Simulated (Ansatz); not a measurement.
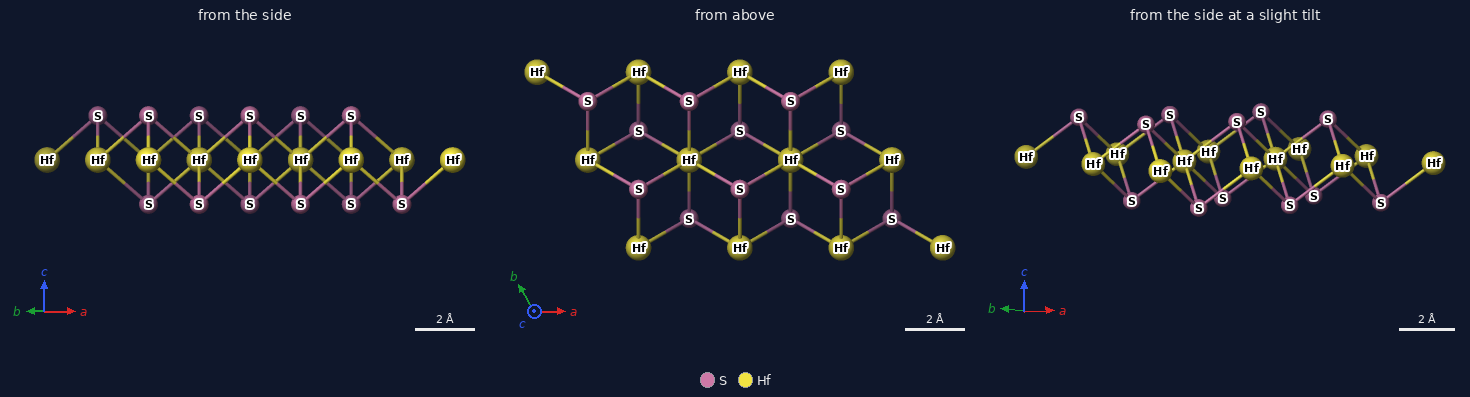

A ball-and-stick picture of a periodic sheet, seen from the side, from above and from the side at a slight tilt. The surface normal points up in side views; the vacuum is left out. 3×2 cells are drawn in the plane, with atoms at the edges repeated.

The cell holds 1 Hf, 2 S.

Question: With which atoms do the two faces end?

Answer: The top face ends in S, the bottom face in S. The two faces are alike.

Question: What is the slab's thickness, atom centre to atom centre?

Answer: About 3.0 Å from the lowest to the highest atom.

Question: State the number of planes and their content from above.

Answer: Three planes: S / Hf / S.

Question: Describe the bonding.

Answer: Each S has three Hf in a trigonal pyramidal arrangement at about 2.5 Å. Around each Hf lie six S in an octahedral arrangement at about 2.5 Å. Not all metal-metal contacts are counted. The bonds build HfS2 layers parallel to the surface.

The initial geometry was a structure listed in the Materials Project, from which a slab or single sheet was cut. The cell was then strained or its atoms displaced on purpose. The atoms were relaxed in a fixed cell with DFT PBE+D3(BJ), scalar-relativistic, plane waves, PAW (Ansatz 0.2.0).
